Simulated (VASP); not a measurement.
**SrTiO3: geometry relaxation (part 1 of 3)**

- system: SrTiO3 (P4/mmm, 5 atoms in the cell)
- method: Kohn-Sham DFT of a periodic cell, LDA, VASP PAW LDA potentials, recommended, no spin polarisation (VASP 6.6.1)

The structure was built on a prototype by a generator; it need not be a known phase.

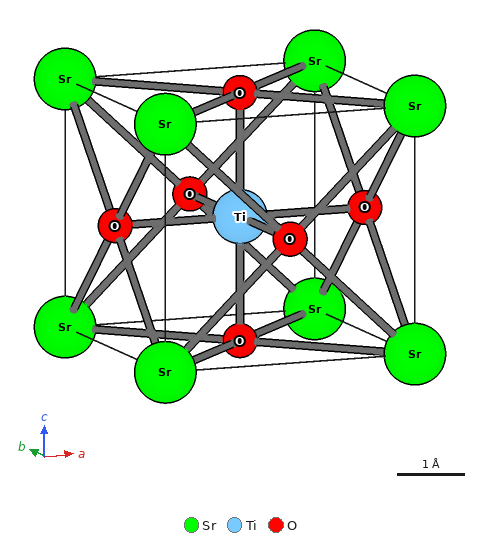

Figure 1. The starting structure (ball-and-stick view of the cell of the calculation, seen slightly off an axis).

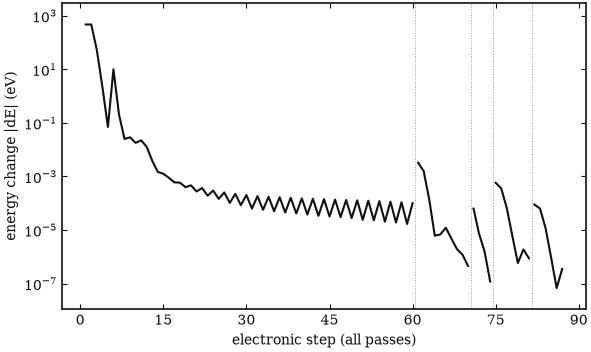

Figure 2. Convergence of the self-consistent field: energy change |dE| against the electronic step. Each stretch between dotted lines is the SCF of one geometry step of a relaxation. The 5 ionic steps take 4 to 60 electronic steps each. The density is held fixed in the first few steps, and dE rises again when its update begins.

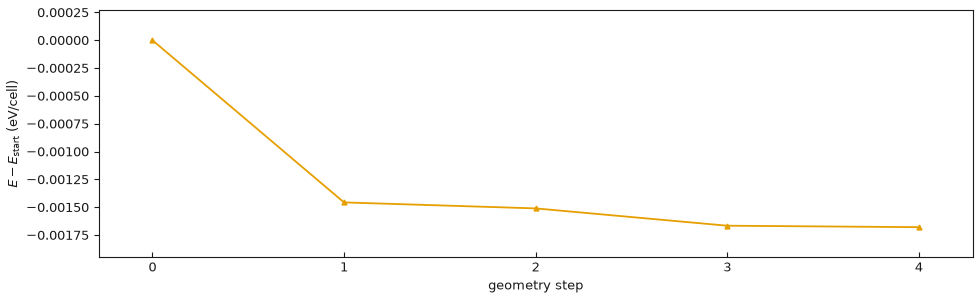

Figure 3. Progress of the relaxation, step by step (steps are counted from 0). Over 4 geometry steps the energy falls by 1.7 meV per cell of the calculation. All forces vanish by symmetry, so only the cell relaxes. No atom moves by more than 0.005 Å relative to the cell. The volume changes by −0.1 %, with a = b stay at 4.028 Å, c 3.779 → 3.776 Å (−0.1 %). The space group stays P4/mmm (No. 123). (Atoms are counted from 1 in the order of the input.)

The input and output of the run follow.

INCAR
```
  ALGO = Fast
  EDIFF = 1E-6
  EDIFFG = -0.005
  ENCUT = 600
  IBRION = 2
  ISIF = 3
  ISMEAR = 0
  LASPH = T
  LATTICE_CONSTRAINTS = .FALSE. .FALSE. .TRUE.
  LCHARG = F
  LREAL = F
  LWAVE = F
  NELM = 60
  NSW = 40
  PREC = Accurate
  SIGMA = 0.02
```

KPOINTS
```
k-points
0
Gamma
  8 8 8
```

POSCAR
```
SrTiO3
1.0
    4.0280833650      0.0000000000      0.0000000000
    0.0000000000      4.0280833650      0.0000000000
    0.0000000000      0.0000000000      3.7785971313
Sr Ti O
1 1 3
Direct
    0.0000000000      0.0000000000      0.0000000000
    0.5000000000      0.5000000000      0.5000000000
    0.5000000000      0.5000000000      0.0000000000
    0.5000000000      0.0000000000      0.5000000000
    0.0000000000      0.5000000000      0.5000000000
```

Command:
```bash
cat potpaw_LDA.64/Sr_sv/POTCAR potpaw_LDA.64/Ti_sv/POTCAR potpaw_LDA.64/O/POTCAR > POTCAR
mpirun -np 1 vasp_std > vasp.out
```

OSZICAR
```
N       E                     dE             d eps       ncg     rms          rms(c)
DAV:   1     0.472554410382E+03    0.47255E+03   -0.23804E+04  3600   0.204E+03
DAV:   2     0.934120832933E+00   -0.47162E+03   -0.46431E+03  4200   0.527E+02
DAV:   3    -0.517695314889E+02   -0.52704E+02   -0.51254E+02  5200   0.158E+02
DAV:   4    -0.540162336372E+02   -0.22467E+01   -0.22455E+01  5192   0.308E+01
DAV:   5    -0.540869869228E+02   -0.70753E-01   -0.70748E-01  5104   0.426E+00    0.259E+01
RMM:   6    -0.440455840836E+02    0.10041E+02   -0.56135E+01  4535   0.470E+01    0.128E+01
RMM:   7    -0.438399044022E+02    0.20568E+00   -0.49147E+00  4543   0.162E+01    0.104E+01
RMM:   8    -0.438651422686E+02   -0.25238E-01   -0.21735E+00  4549   0.102E+01    0.265E+00
RMM:   9    -0.438941683343E+02   -0.29026E-01   -0.72403E-01  5116   0.516E+00    0.139E+00
RMM:  10    -0.439121796290E+02   -0.18011E-01   -0.30369E-01  5294   0.267E+00    0.847E-01
RMM:  11    -0.439344878221E+02   -0.22308E-01   -0.19483E-01  4955   0.329E+00    0.103E+00
RMM:  12    -0.439216244500E+02    0.12863E-01   -0.12267E-01  4992   0.249E+00    0.287E-01
RMM:  13    -0.439254964483E+02   -0.38720E-02   -0.47721E-02  5795   0.112E+00    0.207E-01
RMM:  14    -0.439269817826E+02   -0.14853E-02   -0.22467E-02  5633   0.732E-01    0.144E-01
RMM:  15    -0.439282520122E+02   -0.12702E-02   -0.15666E-02  6045   0.559E-01    0.136E-01
RMM:  16    -0.439291437696E+02   -0.89176E-03   -0.11134E-02  5834   0.464E-01    0.150E-01
RMM:  17    -0.439297498887E+02   -0.60612E-03   -0.91895E-03  5553   0.452E-01    0.782E-02
RMM:  18    -0.439303389117E+02   -0.58902E-03   -0.91118E-03  5325   0.476E-01    0.335E-02
RMM:  19    -0.439307396830E+02   -0.40077E-03   -0.57106E-03  5652   0.357E-01    0.245E-02
RMM:  20    -0.439312077259E+02   -0.46804E-03   -0.62326E-03  5207   0.316E-01    0.178E-02
RMM:  21    -0.439314837129E+02   -0.27599E-03   -0.41692E-03  4734   0.293E-01    0.219E-02
RMM:  22    -0.439318529305E+02   -0.36922E-03   -0.49963E-03  5003   0.303E-01    0.583E-02
RMM:  23    -0.439320450945E+02   -0.19216E-03   -0.32112E-03  4731   0.275E-01    0.501E-02
RMM:  24    -0.439323442471E+02   -0.29915E-03   -0.41629E-03  4191   0.256E-01    0.573E-02
RMM:  25    -0.439324900182E+02   -0.14577E-03   -0.25725E-03  3921   0.247E-01    0.603E-02
RMM:  26    -0.439327430092E+02   -0.25299E-03   -0.35958E-03  3875   0.238E-01    0.645E-02
RMM:  27    -0.439328468043E+02   -0.10380E-03   -0.21022E-03  4501   0.239E-01    0.551E-02
RMM:  28    -0.439330706258E+02   -0.22382E-03   -0.32185E-03  3445   0.224E-01    0.570E-02
RMM:  29    -0.439331556800E+02   -0.85054E-04   -0.17863E-03  3721   0.219E-01    0.590E-02
RMM:  30    -0.439333591804E+02   -0.20350E-03   -0.29493E-03  3586   0.212E-01    0.608E-02
RMM:  31    -0.439334228440E+02   -0.63664E-04   -0.15494E-03  4405   0.215E-01    0.521E-02
RMM:  32    -0.439336080534E+02   -0.18521E-03   -0.27317E-03  4189   0.209E-01    0.449E-02
RMM:  33    -0.439336652007E+02   -0.57147E-04   -0.13830E-03  3271   0.199E-01    0.450E-02
RMM:  34    -0.439338402920E+02   -0.17509E-03   -0.25517E-03  3700   0.196E-01    0.452E-02
RMM:  35    -0.439338909528E+02   -0.50661E-04   -0.12601E-03  3186   0.188E-01    0.464E-02
RMM:  36    -0.439340590616E+02   -0.16811E-03   -0.24208E-03  3031   0.182E-01    0.490E-02
RMM:  37    -0.439341043401E+02   -0.45278E-04   -0.11623E-03  3209   0.180E-01    0.495E-02
RMM:  38    -0.439342652352E+02   -0.16090E-03   -0.23057E-03  2899   0.174E-01    0.514E-02
RMM:  39    -0.439343070523E+02   -0.41817E-04   -0.10821E-03  2880   0.171E-01    0.522E-02
RMM:  40    -0.439344596058E+02   -0.15255E-03   -0.21953E-03  3387   0.170E-01    0.506E-02
RMM:  41    -0.439344975149E+02   -0.37909E-04   -0.10064E-03  3141   0.165E-01    0.503E-02
RMM:  42    -0.439346456834E+02   -0.14817E-03   -0.20966E-03  2914   0.160E-01    0.521E-02
RMM:  43    -0.439346797769E+02   -0.34094E-04   -0.92656E-04  2685   0.157E-01    0.526E-02
RMM:  44    -0.439348222670E+02   -0.14249E-03   -0.20039E-03  2735   0.152E-01    0.541E-02
RMM:  45    -0.439348543640E+02   -0.32097E-04   -0.87104E-04  2538   0.150E-01    0.547E-02
RMM:  46    -0.439349917602E+02   -0.13740E-03   -0.19170E-03  2484   0.146E-01    0.565E-02
RMM:  47    -0.439350221408E+02   -0.30381E-04   -0.82122E-04  2442   0.144E-01    0.570E-02
RMM:  48    -0.439351547469E+02   -0.13261E-03   -0.18364E-03  2443   0.140E-01    0.586E-02
RMM:  49    -0.439351829003E+02   -0.28153E-04   -0.76724E-04  2467   0.138E-01    0.591E-02
RMM:  50    -0.439353119014E+02   -0.12900E-03   -0.17689E-03  2406   0.134E-01    0.607E-02
RMM:  51    -0.439353360131E+02   -0.24112E-04   -0.71009E-04  3257   0.134E-01    0.590E-02
RMM:  52    -0.439354606466E+02   -0.12463E-03   -0.16977E-03  2999   0.129E-01    0.601E-02
RMM:  53    -0.439354837964E+02   -0.23150E-04   -0.65609E-04  2888   0.127E-01    0.605E-02
RMM:  54    -0.439356043444E+02   -0.12055E-03   -0.16254E-03  2405   0.123E-01    0.621E-02
RMM:  55    -0.439356248899E+02   -0.20545E-04   -0.60233E-04  2293   0.121E-01    0.626E-02
RMM:  56    -0.439357398047E+02   -0.11491E-03   -0.15414E-03  3225   0.120E-01    0.639E-02
RMM:  57    -0.439357589705E+02   -0.19166E-04   -0.56038E-04  2767   0.117E-01    0.646E-02
RMM:  58    -0.439358677859E+02   -0.10882E-03   -0.14548E-03  2417   0.113E-01    0.662E-02
RMM:  59    -0.439358847036E+02   -0.16918E-04   -0.51603E-04  2307   0.112E-01    0.665E-02
RMM:  60    -0.439359860199E+02   -0.10132E-03   -0.13576E-03  2385   0.108E-01
   1 F= -.43935986E+02 E0= -.43935986E+02  d E =-.439360E+02
       N       E                     dE             d eps       ncg     rms          rms(c)
DAV:   1    -0.439391438585E+02   -0.32592E-02   -0.11532E-01  4952   0.325E+00    0.391E-01
RMM:   2    -0.439375604771E+02    0.15834E-02   -0.75844E-03  3943   0.724E-01    0.179E-01
RMM:   3    -0.439374215501E+02    0.13893E-03   -0.39088E-03  4155   0.427E-01    0.695E-02
RMM:   4    -0.439374153621E+02    0.61880E-05   -0.62554E-04  4750   0.177E-01    0.462E-02
RMM:   5    -0.439374221996E+02   -0.68375E-05   -0.23189E-04  5088   0.965E-02    0.260E-02
RMM:   6    -0.439374344365E+02   -0.12237E-04   -0.13801E-04  5238   0.666E-02    0.193E-02
RMM:   7    -0.439374392229E+02   -0.47864E-05   -0.49006E-05  4862   0.402E-02    0.709E-03
RMM:   8    -0.439374411769E+02   -0.19540E-05   -0.26795E-05  4406   0.303E-02    0.501E-03
RMM:   9    -0.439374423886E+02   -0.12117E-05   -0.17681E-05  3541   0.217E-02    0.376E-03
RMM:  10    -0.439374428480E+02   -0.45944E-06   -0.92178E-06  3177   0.190E-02
   2 F= -.43937443E+02 E0= -.43937443E+02  d E =-.145683E-02
       N       E                     dE             d eps       ncg     rms          rms(c)
DAV:   1    -0.439375055452E+02   -0.63157E-04   -0.58203E-04  4528   0.205E-01    0.265E-02
RMM:   2    -0.439374983438E+02    0.72014E-05   -0.26434E-05  3963   0.466E-02    0.121E-02
RMM:   3    -0.439374967831E+02    0.15606E-05   -0.14529E-05  4010   0.277E-02    0.510E-03
RMM:   4    -0.439374966626E+02    0.12050E-06   -0.35666E-06  2697   0.128E-02
   3 F= -.43937497E+02 E0= -.43937497E+02  d E =-.151064E-02
       N       E                     dE             d eps       ncg     rms          rms(c)
DAV:   1    -0.439380803404E+02   -0.58356E-03   -0.20306E-02  4592   0.148E+00    0.180E-01
RMM:   2    -0.439377223781E+02    0.35796E-03   -0.12108E-03  3984   0.319E-01    0.838E-02
RMM:   3    -0.439376560515E+02    0.66327E-04   -0.69544E-04  4096   0.191E-01    0.334E-02
RMM:   4    -0.439376500080E+02    0.60435E-05   -0.13392E-04  4686   0.843E-02    0.191E-02
RMM:   5    -0.439376494188E+02    0.58917E-06   -0.58803E-05  4610   0.484E-02    0.974E-03
RMM:   6    -0.439376513154E+02   -0.18966E-05   -0.29144E-05  4775   0.283E-02    0.821E-03
RMM:   7    -0.439376521989E+02   -0.88350E-06   -0.89863E-06  3350   0.161E-02
   4 F= -.43937652E+02 E0= -.43937652E+02  d E =-.166618E-02
       N       E                     dE             d eps       ncg     rms          rms(c)
DAV:   1    -0.439377409853E+02   -0.89670E-04   -0.36839E-03  4536   0.630E-01    0.763E-02
RMM:   2    -0.439376776227E+02    0.63363E-04   -0.21524E-04  4011   0.136E-01    0.352E-02
RMM:   3    -0.439376658215E+02    0.11801E-04   -0.12674E-04  4154   0.815E-02    0.145E-02
RMM:   4    -0.439376648822E+02    0.93932E-06   -0.27192E-05  4593   0.370E-02    0.824E-03
RMM:   5    -0.439376649504E+02   -0.68245E-07   -0.12382E-05  3853   0.211E-02    0.418E-03
RMM:   6    -0.439376653050E+02   -0.35458E-06   -0.55585E-06  2952   0.130E-02
   5 F= -.43937665E+02 E0= -.43937665E+02  d E =-.167929E-02
```

Parts of OUTCAR
```
EDIFF = 1E-6
   EDIFFG = -0.005
   ENCUT = 600
   IBRION = 2
   ISIF = 3
   ISMEAR = 0
   LASPH = T
   LREAL = F
   NELM = 60
   NSW = 40
   PREC = Accurate

 ion  position               nearest neighbor table
   1  0.000  0.000  0.000-   4 2.76   5 2.76   4 2.76   5 2.76   5 2.76   5 2.76   4 2.76   4 2.76
                             3 2.85   3 2.85   3 2.85   3 2.85   2 3.42   2 3.42   2 3.42   2 3.42
   2  0.500  0.500  0.500-   3 1.89   3 1.89   5 2.01   4 2.01   4 2.01   5 2.01   1 3.42   1 3.42
                             1 3.42   1 3.42   1 3.42   1 3.42   1 3.42   1 3.42
   3  0.500  0.500  0.000-   2 1.89   2 1.89   1 2.85   1 2.85   1 2.85   1 2.85
   4  0.500  0.000  0.500-   2 2.01   2 2.01   1 2.76   1 2.76   1 2.76   1 2.76
   5  0.000  0.500  0.500-   2 2.01   2 2.01   1 2.76   1 2.76   1 2.76   1 2.76

  LATTYP: Found a simple tetragonal cell.
 ALAT       =     4.0280833650
 C/A-ratio  =     0.9380632894

  Lattice vectors:

 A1 = (   4.0280833650,   0.0000000000,   0.0000000000)
 A2 = (   0.0000000000,   4.0280833650,   0.0000000000)
 A3 = (   0.0000000000,   0.0000000000,   3.7785971313)

Analysis of symmetry for initial positions (statically):
=====================================================================
 Subroutine PRICEL returns:
 Original cell was already a primitive cell.

 Routine SETGRP: Setting up the symmetry group for a
 simple tetragonal supercell.

 Subroutine GETGRP returns: Found 16 space group operations
 (whereof 16 operations were pure point group operations)
 out of a pool of 16 trial point group operations.

The static configuration has the point symmetry D_4h.

Analysis of symmetry for dynamics (positions and initial velocities):
=====================================================================
 Subroutine PRICEL returns:
 Original cell was already a primitive cell.

 Routine SETGRP: Setting up the symmetry group for a
 simple tetragonal supercell.

 Subroutine GETGRP returns: Found 16 space group operations
 (whereof 16 operations were pure point group operations)
 out of a pool of 16 trial point group operations.

The dynamic configuration has the point symmetry D_4h.

 Subroutine INISYM returns: Found 16 space group operations
 (whereof 16 operations are pure point group operations),
 and found     1 'primitive' translations

----------------------------------------------------------------------------------------

                                     Primitive cell

  volume of cell :      61.3095

  direct lattice vectors                    reciprocal lattice vectors
     4.028083365  0.000000000  0.000000000     0.248257027  0.000000000  0.000000000
     0.000000000  4.028083365  0.000000000     0.000000000  0.248257027  0.000000000
     0.000000000  0.000000000  3.778597131     0.000000000  0.000000000  0.264648483

  length of vectors
     4.028083365  4.028083365  3.778597131     0.248257027  0.248257027  0.264648483

  position of ions in fractional coordinates (direct lattice)
     0.000000000  0.000000000  0.000000000
     0.500000000  0.500000000  0.500000000
     0.500000000  0.500000000  0.000000000
     0.500000000  0.000000000  0.500000000
     0.000000000  0.500000000  0.500000000

  ion indices of the primitive-cell ions
   primitive index   ion index
                 1           1
                 2           2
                 3           3
                 4           4
                 5           5

----------------------------------------------------------------------------------------

 KPOINTS: k-points

Automatic generation of k-mesh.
 Grid dimensions read from file:
 generate k-points for:    8    8    8

 Generating k-lattice:

  Cartesian coordinates                     Fractional coordinates (reciprocal lattice)
     0.031032128  0.000000000  0.000000000     0.125000000  0.000000000  0.000000000
     0.000000000  0.031032128  0.000000000     0.000000000  0.125000000  0.000000000
     0.000000000  0.000000000  0.033081060     0.000000000  0.000000000  0.125000000

  Length of vectors
     0.031032128  0.031032128  0.033081060

  Shift w.r.t. Gamma in fractional coordinates (k-lattice)
     0.000000000  0.000000000  0.000000000

 Subroutine IBZKPT returns following result:
 ===========================================

 Found     75 irreducible k-points:

 Following reciprocal coordinates:
            Coordinates               Weight
  0.000000  0.000000  0.000000      1.000000
  0.125000  0.000000  0.000000      4.000000
  0.250000  0.000000  0.000000      4.000000
  0.375000  0.000000  0.000000      4.000000
  0.500000  0.000000  0.000000      2.000000
  0.125000  0.125000  0.000000      4.000000
  0.250000  0.125000  0.000000      8.000000
  0.375000  0.125000  0.000000      8.000000
  0.500000  0.125000  0.000000      4.000000
  0.250000  0.250000  0.000000      4.000000
  0.375000  0.250000  0.000000      8.000000
  0.500000  0.250000  0.000000      4.000000
  0.375000  0.375000  0.000000      4.000000
  0.500000  0.375000  0.000000      4.000000
  0.500000  0.500000  0.000000      1.000000
  0.000000  0.000000  0.125000      2.000000
  0.125000  0.000000  0.125000      8.000000
  0.250000  0.000000  0.125000      8.000000
  0.375000  0.000000  0.125000      8.000000
  0.500000  0.000000  0.125000      4.000000
  0.125000  0.125000  0.125000      8.000000
  0.250000  0.125000  0.125000     16.000000
  0.375000  0.125000  0.125000     16.000000
  0.500000  0.125000  0.125000      8.000000
 [... further k-points ...]
   k-points           NKPTS =     75   k-points in BZ     NKDIM =     75   number of bands    NBANDS=     24
   number of dos      NEDOS =    301   number of ions     NIONS =      5
   total plane-waves  NPLWV =  30720
   dimension x,y,z NGX =    32 NGY =   32 NGZ =   30
   dimension x,y,z NGXF=    64 NGYF=   64 NGZF=   60
   ions per type =               1   1   3
   NGX,Y,Z   is equivalent  to a cutoff of  13.21, 13.21, 13.20 a.u.
   NGXF,Y,Z  is equivalent  to a cutoff of  26.41, 26.41, 26.40 a.u.
 SYSTEM =  unknown system
   PREC   = accura    normal or accurate (medium, high low for compatibility)
   ISTART =      0    job   : 0-new  1-cont  2-samecut
   ICHARG =      2    charge: 1-file 2-atom 10-const
   ISPIN  =      1    spin polarized calculation?
   LNONCOLLINEAR =      F non collinear calculations
   LSORBIT =      F    spin-orbit coupling
   LASPH  =      T    aspherical Exc in radial PAW
   ENCUT  =  600.0 eV  44.10 Ry    6.64 a.u.   8.05  8.05  7.55*2*pi/ulx,y,z
   NELM   =     60;   NELMIN=  2; NELMDL= -5     # of ELM steps
   EDIFF  = 0.1E-05   stopping-criterion for ELM
   LREAL  =      F    real-space projection
   EDIFFG = -.5E-02   stopping-criterion for IOM
   NSW    =     40    number of steps for IOM
   IBRION =      2    ionic relax: 0-MD 1-quasi-New 2-CG
   NFREE  =      1    steps in history (QN), initial steepest desc. (CG)
   ISIF   =      3    stress and relaxation
   ISYM   =      2    0-nonsym 1-usesym 2-fastsym
   POTIM  = 0.5000    time-step for ionic-motion
   TEBEG  =    0.0;   TEEND  =   0.0 temperature during run
   PSTRESS=    0.0 pullay stress
   NELECT =      40.0000    total number of electrons
   NUPDOWN=      -1.0000    fix difference up-down
   EMIN   =  10.00;   EMAX   =-10.00  energy-range for DOS
   EFERMI =   0.00;   METHOD = LEGACY
   ISMEAR =     0;   SIGMA  =   0.02  broadening in eV -4-tet -1-fermi 0-gaus
   EFERMI_NEDOS =   21; number of points for ismear=-14 and -15
   IALGO  =     68    algorithm
   IMIX   =      4    mixing-type and parameters
     AMIX     =   0.40;   BMIX     =  1.00
     AMIX_MAG =   1.60;   BMIX_MAG =  1.00
  volume/ion in A,a.u.               =      12.26        82.75
  Fermi-wavevector in a.u.,A,eV,Ry     =   1.419882  2.683188 27.430238  2.016066
  Thomas-Fermi vector in A             =   2.540856
   LORBIT       =      0    0 simple, 1 ext, 2 COOP (PROOUT), +10 PAW based schemes
   GGA     = CA    functional components
   LHFCALC =     F    Hartree Fock is set to
   AEXX    =    0.0000 exact exchange contribution
   IVDW    =     0    specifies the selected vdW correction
   LEPSILON=     F    determine dielectric tensor
   LRPA    =     F    only Hartree local field effects (RPA)
 conjugate gradient relaxation of ions
 non-spin polarized calculation
 RMM-DIIS sequential band-by-band and
 Gauss-broadening in eV      SIGMA  =   0.02
  energy-cutoff  :      600.00
  volume of cell :       61.31
 maximum number of plane-waves:      2076
   NGX = 17   NGY = 17   NGZ = 15

--------------------------------------- Ionic step        1  -------------------------------------------

 number of electron      40.0000012 magnetization
```
